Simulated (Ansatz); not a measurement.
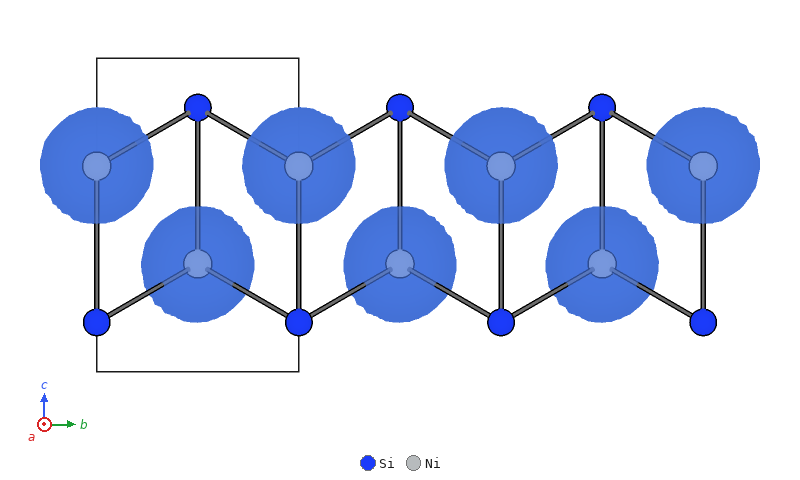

Figure. SiNi. Isosurface of the valence pseudo-density at 0.8 e/Å³ (blue), seen along the a axis. Sticks mark near contacts.

Space group Pm; changed on purpose from its base cell (atom 1 (Si) moved +0.125 A along Cartesian [0 1 0]); not relaxed (largest force 0.8 eV/Å); computed pressure about −4 GPa in this cell; computed without spin polarisation.

Computed with DFT PBEsol, scalar-relativistic, plane waves, PAW in Ansatz.

In a PAW calculation such maps are meaningful between the atoms, not at the nuclei.

Q: Which contacts does the surface bridge?

A: At this value the density breaks into separate islands; it holds about 70 % of the electrons treated as valence (semicore included). It bridges none of the near contacts. It is pinched off along the sampled Si–Ni (2.31 Å), Si–Ni (2.36 Å) and Si–Ni (2.48 Å) contacts. On the grid the lowest density along these lines, outside the cores, is 0.45 e/Å³ (Si–Ni, 2.31 Å), 0.47 e/Å³ (Si–Ni, 2.36 Å) and 0.36 e/Å³ (Si–Ni, 2.48 Å).

Q: Metal or insulator at this level of theory?

A: It is gapless in this calculation (a metal or semimetal).
